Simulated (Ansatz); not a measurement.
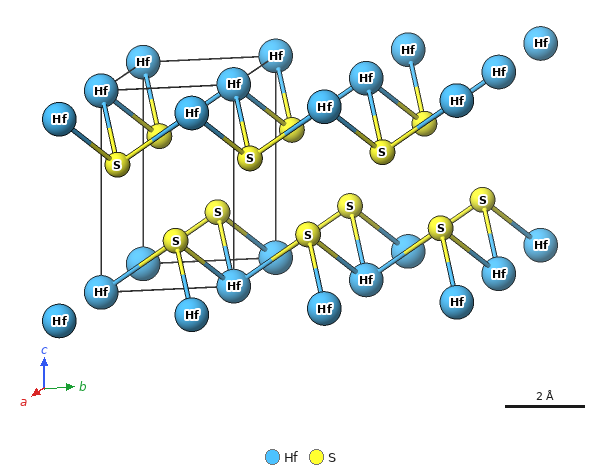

Fig. 1: The structure (ball-and-stick view of the cell of the calculation, repeated 2 × 3 × 1, seen slightly off an axis).

## Single-point calculation of HfS₂

HfS₂ (P-3m1, 3 atoms in the cell), computed with DFT, PBE, dispersion d3bj, plane waves, PAW, no spin polarisation (Ansatz 0.2.0).

The structure derives from a Materials Project entry. Some settings of this run were made unusual or wrong on purpose.

### Input file
```yaml
crystal:
  lattice:
    - [3.4439605021, 0.0, 0.0]
    - [-1.7219802511, 2.9825572845, 0.0]
    - [0.0, 0.0, 5.2595244377]
  atoms:
    - { symbol: Hf, position: [0.0, 0.0, 0.0] }
    - { symbol: S, position: [0.6666666667, 0.3333333333, 0.7173688038] }
    - { symbol: S, position: [0.3333333333, 0.6666666667, 0.2826311962] }
basis:
  ecutwfc: 420
kpoints:
  mp_grid: { grid: [12, 12, 8] }
hamiltonian:
  xc: pbe
  dispersion: d3bj
scf:
  occupations: { method: fermi_dirac, width: 0.15 }
  convergence: { dr2_threshold: 1.0e-14 }
  max_iter: 100
output:
  forces: true
  eigenvalues: true
  stress: true
```

Machine: 1 thread of Intel Xeon @ 2.50GHz (Skylake/Cascade Lake), 64 GiB of memory available, shared host.

Launch command:
```bash
ansatz run input.yaml --threads 1 --pin off --max-ram 3072MiB --backend cpu --events-out ev --progress --plain --runs-dir out
```

### Log
```
Engine: ansatz 0.2.0, x86_64-unknown-linux-gnu
Pseudopotentials: kind: paw
Pseudopotential: Hf, paw, valence charge 26, recommended cutoff 420 eV (normal), Hf.paw.azcp
Pseudopotential: S, paw, valence charge 6, recommended cutoff 420 eV (normal), S.paw.azcp
Functional definition: PBE
  parameter kappa = 0.804
  parameter beta = 0.06672455060314922
  exchange = pbe_x(kappa = kappa, mu = beta*pi^2/3)
  correlation = pbe_c(beta = beta)
Crystal: 3 atoms, lattice volume = 54.025 Å³
Basis set: ecut = 420 eV, 1085 PW (Γ), exchange–correlation on 48×48×72 points (8 copies of the dense FFT grid, shifted against one another)
Bands: 23, of which v1, the nominal top of the filled ones, is band 19 counted from 1 (18 counted from 0)
Symmetry: 12 space group operations
Space group: P-3m1 (ITA 164), of the structure as read, at distance tolerance 3.8e-5 Å
k-points: 131 of 1152
Non-local potential: Hf, projectors of the file, l = 0: 3, l = 1: 2, l = 2: 2, l = 3: 3
Non-local potential: S, projectors of the file, l = 0: 2, l = 1: 2, l = 2: 2
PAW form: soft (Blöchl's): semilocal exchange-correlation on the pseudo side does not see the compensation charge
PAW one-centre angular grid: Hf, 590 points (default); XC on 64 Gauss nodes
PAW one-centre angular grid: S, 110 points (default); XC on 64 Gauss nodes
Initial density: superposition of atomic densities (neutral atoms: chi_scale 0, normalization atom), corrected by the library's trained network
Initial wavefunctions: pseudopotential atomic-orbital guess
Functional: x = pbe(κ = 0.804, μ = 0.2195149727645171), c = pbe(β = 0.06672455060314922)
SCF iter   1: F=—  HF=-17530.843579 eV  |F-HF|=—  |Δ(HF+E_count)|=         —  Δρ=2.13e-3  dr2=3.68e-3  ethr=1.77e-3  ⟨swp⟩=5.0  Hψ=12664  notcnv=0
preconditioner: auto → Kerker (q_TF=auto, 2.573 Å⁻¹)  [metal: Δε(μ)=0.302 eV  Ē_g=11.942 eV  σ=0.150 eV  W_gap=0.46  n_scr=22 (ndim 8)  ℏωp=27.7 eV  f_vac=0.007  D(μ)=0.21/eV (n_scr^D=0)]
SCF iter   2: F=—  HF=-17530.841809 eV  |F-HF|=—  |Δ(HF+E_count)|=   1.77e-3  Δρ=1.16e-3  dr2=7.00e-4  ethr=9.67e-6  ⟨swp⟩=2.6  Hψ=6153  notcnv=0
SCF iter   3: F=—  HF=-17530.842023 eV  |F-HF|=—  |Δ(HF+E_count)|=   2.13e-4  Δρ=3.79e-4  dr2=1.36e-4  ethr=1.84e-6  ⟨swp⟩=2.1  Hψ=4767  notcnv=0
SCF iter   4: F=—  HF=-17530.842019 eV  |F-HF|=—  |Δ(HF+E_count)|=   3.81e-6  Δρ=2.10e-4  dr2=3.40e-5  ethr=3.59e-7  ⟨swp⟩=2.0  Hψ=5449  notcnv=0
SCF iter   5: F=—  HF=-17530.842016 eV  |F-HF|=—  |Δ(HF+E_count)|=   3.15e-6  Δρ=7.33e-5  dr2=8.28e-6  ethr=8.95e-8  ⟨swp⟩=2.4  Hψ=5026  notcnv=0
SCF iter   6: F=—  HF=-17530.842023 eV  |F-HF|=—  |Δ(HF+E_count)|=   6.67e-6  Δρ=2.84e-5  dr2=1.25e-6  ethr=2.18e-8  ⟨swp⟩=2.0  Hψ=4762  notcnv=0
SCF iter   7: F=—  HF=-17530.842021 eV  |F-HF|=—  |Δ(HF+E_count)|=   1.09e-6  Δρ=9.69e-6  dr2=1.52e-7  ethr=3.30e-9  ⟨swp⟩=2.2  Hψ=4337  notcnv=0
SCF iter   8: F=—  HF=-17530.842021 eV  |F-HF|=—  |Δ(HF+E_count)|=   3.50e-8  Δρ=2.60e-6  dr2=3.69e-9  ethr=4.01e-10  ⟨swp⟩=2.9  Hψ=5247  notcnv=0
SCF iter   9: F=—  HF=-17530.842022 eV  |F-HF|=—  |Δ(HF+E_count)|=   4.08e-9  Δρ=6.07e-7  dr2=3.69e-10  ethr=9.72e-12  ⟨swp⟩=2.0  Hψ=5525  notcnv=0
SCF iter  10: F=—  HF=-17530.842022 eV  |F-HF|=—  |Δ(HF+E_count)|=  2.15e-10  Δρ=1.41e-7  dr2=1.34e-11  ethr=9.70e-13 (applied; sched 1.00e-12)  ⟨swp⟩=2.0  Hψ=4540  notcnv=0
SCF iter  11: F=—  HF=-17530.842022 eV  |F-HF|=—  |Δ(HF+E_count)|=  2.18e-11  Δρ=3.41e-8  dr2=8.94e-13  ethr=3.53e-14 (applied; sched 1.00e-12)  ⟨swp⟩=2.1  Hψ=4972  notcnv=0
SCF iter  12: F=—  HF=-17530.842022 eV  |F-HF|=—  |Δ(HF+E_count)|=  7.28e-12  Δρ=8.80e-9  dr2=4.91e-14  ethr=2.35e-15 (applied; sched 1.00e-12)  ⟨swp⟩=2.0  Hψ=4829  notcnv=0
SCF iter  13: F=-17530.842022 eV  HF=-17530.842022 eV  |F-HF|=3.64e-12  |Δ(HF+E_count)|=  3.64e-12  Δρ=2.12e-9  dr2=2.00e-15  ethr=1.00e-12  ⟨swp⟩=3.9  Hψ=8877  notcnv=0
SCF 1 converged in 13 iterations: F = -17530.842022 eV  dr2 = 2.00e-15
  greatest PAW one-centre occupation: 0.998 electrons in one spin orbital (limit 2), on the Hf atom at site 0 (counted from 0), in its partial waves of l = 0
```

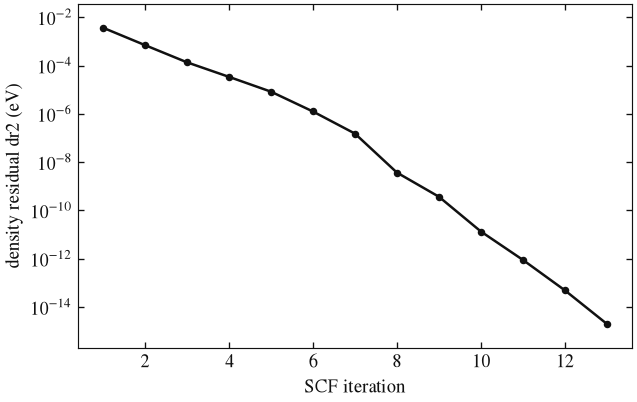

Fig. 2: Convergence of the self-consistent field: density residual dr2 against the SCF iteration. The residual falls at every step.

```
SCF converged after 13 iterations
Free energy (F): -17530.842022 eV
Harris-Foulkes:  -17530.842022 eV  (|F-HF|=3.64e-12)
Internal energy: -17530.822539 eV  (E = F + TS)
E sigma→0 (E₀):  -17530.832280 eV
Entropy (-TS):   -0.019483 eV (-6.494 meV/atom)
Fermi energy:    13.137628 eV
--- Per-component energies (eV) ---
  E_band       = -68.355924
  E_kinetic    = 643.504130
  E_local      = -7198.876531  (includes V_loc(G=0)·N_el)
  E_nonlocal   = -1185.850222
  E_hartree    = 3353.083486
  E_xc         = -497.447332
  E_vxc        = -445.364236  (∫ρ·V_xc dr)
  E_paw        = -8128.906651  (= ΣΔE_a)
  E_vpaw       = 1412.063963  (= ΣTr[D̂ρ^β])
  E_aug_tail   = 0.000002  (compensation charges beyond the density's cutoff)
  E_ewald      = -4515.079796
  E_disp       = -1.249624  (pairwise vdW)
  E_smearing   = -0.019483  (= −TS)
  E_closure    = -0.000000  (closes the sum)
  Σ components = -17530.842022   (vs F -17530.842022, Δ=0.00e0)
--- Forces (eV/Å), atoms counted from 1 ---
  atom   1  Hf     0.00000000     0.00000000     0.00000000
  atom   2  S      0.00000000     0.00000000     0.00072906
  atom   3  S     -0.00000000    -0.00000000    -0.00072906
  max |Σ_I F_I| component: 4.63e-18 eV/Å
--- Stress (GPa, compression-positive) ---
       11.992405       0.000000      -0.000000
        0.000000      11.992405       0.000000
        0.000000       0.000000      11.999660
  P = ⅓ Tr σ = 11.9948 GPa (119.948 kbar)
--- Band table (eV; the first three rows and the last of 131) ---
  k-point 0: bands = ["-48.9287", "-17.7102", "-17.5344", "-17.5344", "-1.4623", "0.7772", "1.1289", "1.1395", "1.1395", "1.1651", "1.1651", "1.1714", "1.6201", "6.6166", "9.8167", "9.8167", "12.8679", "12.8679", "13.4497", "14.8042", "14.8042", "14.9956", "17.5650"]
  k-point 1: bands = ["-48.9287", "-17.7105", "-17.5344", "-17.5344", "-1.3908", "0.7175", "1.1288", "1.1394", "1.1394", "1.1652", "1.1652", "1.1714", "1.5106", "6.8648", "9.8410", "9.8410", "12.7780", "12.7780", "12.9318", "14.7795", "14.7795", "15.2052", "17.7426"]
  k-point 2: bands = ["-48.9287", "-17.7114", "-17.5344", "-17.5344", "-1.1813", "0.4881", "1.1282", "1.1393", "1.1393", "1.1652", "1.1652", "1.1714", "1.3202", "7.5214", "9.9032", "9.9032", "11.9065", "12.5716", "12.5716", "14.7181", "14.7181", "15.4204", "18.2006"]
  k-point 130: bands = ["-48.9124", "-17.7730", "-17.7730", "-17.6282", "0.6242", "0.6242", "1.1283", "1.1495", "1.1528", "1.1528", "1.1650", "1.3135", "1.3135", "8.1350", "8.1350", "8.9436", "9.4296", "10.7926", "10.7926", "15.8277", "15.8277", "15.9763", "20.0318"]
```

### What the run reported

```csv
quantity,value
outcome,converged
space group (tolerance 0.01 Å),P-3m1 (164)
electrons treated,38
free energy,−17530.8420 eV
Fermi energy,13.138 eV
gap on the k-point mesh,none (metallic)
pressure,11.99 GPa
largest force (length of the vector),0.001 eV/Å
wall time,10 s
peak memory,0.48 GiB
```

### Notes

This input holds a deliberate fault: an extremely tight threshold (`scf.convergence.dr2_threshold`). The threshold was met all the same, at the cost of more iterations. Results for this metal are sensitive to the k-point mesh.
